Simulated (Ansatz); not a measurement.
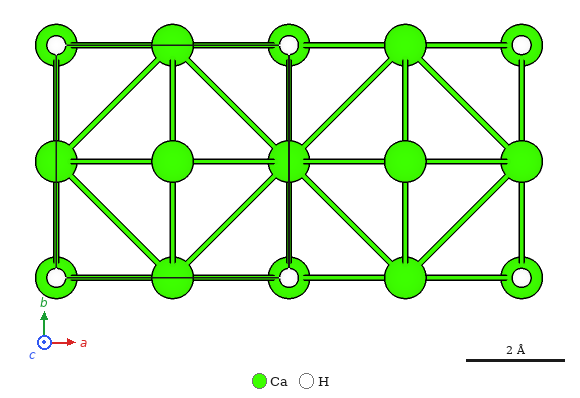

A crystal of Ca3H (built on the TiAl3 (D0_22)_139 type), before the relaxation. A ball-and-stick model of the conventional cell (2 times the calculation's cell), repeated 2 × 1 × 1 with one cell outlined, seen along the c axis. Lengths and directions refer to the drawn axes.

Case: TiAl3 (D0_22) type (I4/mmm, No. 139).

These are results of DFT PBE, scalar-relativistic, plane waves, PAW in Ansatz 0.2.0, not measurements.

Input file:
```yaml
crystal:
  lattice:
    - [-2.3892132122, 2.3892132122, 5.963822369]
    - [2.3892132122, -2.3892132122, 5.963822369]
    - [2.3892132122, 2.3892132122, -5.963822369]
  atoms:
    - { symbol: Ca, position: [0.5, 0.5, 0.0] }
    - { symbol: Ca, position: [0.25, 0.75, 0.5] }
    - { symbol: Ca, position: [0.75, 0.25, 0.5] }
    - { symbol: H, position: [0.0, 0.0, 0.0] }
basis:
  ecutwfc: 420
kpoints:
  mp_grid: { grid: [14, 14, 14] }
hamiltonian:
  xc: pbe
scf:
  occupations: { method: gaussian, width: 0.1 }
output:
  forces: true
  stress: true
  eigenvalues: true
relax:
  adjacent_minimum: "off"
  f_tol: 0.01
  max_steps: 80
  cell: { stress_tol: 0.05 }
```

Launched with:
```bash
ansatz run input.yaml --threads 1 --pin off --max-ram 2560MiB --backend cpu --events-out ev --progress --plain --runs-dir out
```

> Where does the relaxation end?

The energy falls by 0.1 meV per atom in 2 accepted moves (3 points after the start). All forces vanish by symmetry, so only the cell relaxes. The pressure goes from 0.12 to 0.00 GPa. The SCF was repeated once at an unchanged geometry on a basis and grid sized afresh for the cell, which shifted the energy by less than 0.05 meV per atom at most. No atom moves by more than 0.005 Å relative to the cell. The volume changes by +0.9 %, with a = b 4.778 → 4.799 Å (+0.4 %), c 11.928 → 11.925 Å (0.0 %). Among the contacts that change: Ca2–Ca3 3.379 → 3.394 Å, Ca1–Ca2 3.821 → 3.827 Å. The space group stays I4/mmm (No. 139). Cost: 2.1 min on 1 thread of Arm Neoverse V1 (shared host), peak memory 0.76 GiB.

History of the run:

```tsv
step	E − E(0), meV/atom	pressure, GPa	volume, Å³/atom	note
0	0.00	0.12	34.044	
1	-0.08	0.05	34.194	
2	-0.11	-0.01	34.337	
3	-0.14	0.00	34.337	same geometry, new basis
```

Final geometry:

```
Ca H
1.0
    -2.39970    2.39970    5.96269
     2.39970   -2.39970    5.96269
     2.39970    2.39970   -5.96269
Ca H
3 1
Direct
  0.50000 0.50000 0.00000
  0.25000 0.75000 0.50000
  0.75000 0.25000 0.50000
  0.00000 0.00000 0.00000
```
